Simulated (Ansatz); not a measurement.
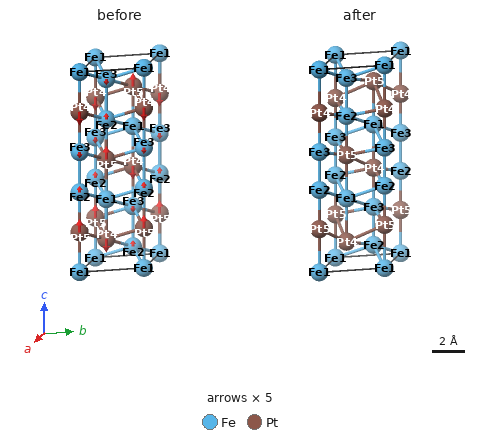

The structure of a crystal of Fe3Pt2 (a generated structure, set up in R-3m) (coarse preliminary run) before (left) and after (right) a relaxation, at one scale. The red arrows give the displacements (the part carried along by the change of the cell is left out), 5 times their true length.

Style: ball-and-stick. Shown: the conventional cell (3 times the calculation's cell), slightly off an axis. Lengths and directions refer to the drawn axes.

Theory: DFT PBE, scalar-relativistic, plane waves, PAW in Ansatz 0.2.0. Settings: plane-wave cutoff 420 eV; k-point mesh 6 × 6 × 6; occupations gaussian; smearing width 0.1 eV; collinear spin; cell and atoms relaxed; force threshold 0.04 eV/Å; at most 70 steps.

Q: What changed between the two?

A: Over 3 accepted moves (4 points after the start) the energy falls by 95.4 meV per atom. The largest force component goes from 1.8 to 0.037 eV/Å. Pressure: 10.80 GPa at the start and 0.23 GPa at the end. At 1 point the geometry stayed and the basis and grid were re-selected for the new cell (energy shift of 0.3 meV per atom at most each time). The largest moves relative to the cell, 0.17 Å, are those of Pt4 and Pt5. Pt5 goes along +c. Largest moves by element: Pt 0.17 Å, Fe 0.08 Å. The drawn cell changes as follows: a = b 4.215 → 4.278 Å (+1.5 %), c 12.906 → 13.077 Å (+1.3 %); the volume changes by +4.4 %. Near-neighbour distances that change, for instance: Fe1–Pt4 2.581 → 2.788 Å, Pt4–Pt5 2.581 → 2.754 Å, Fe2–Fe3 2.581 → 2.453 Å, Fe1–Fe2 2.581 → 2.647 Å. The space group stays R-3m (No. 166). Cost: 7.2 s on 4 threads of AMD EPYC 9R45 96-Core Processor (Zen 5), on a shared host, peak memory 0.62 GiB.
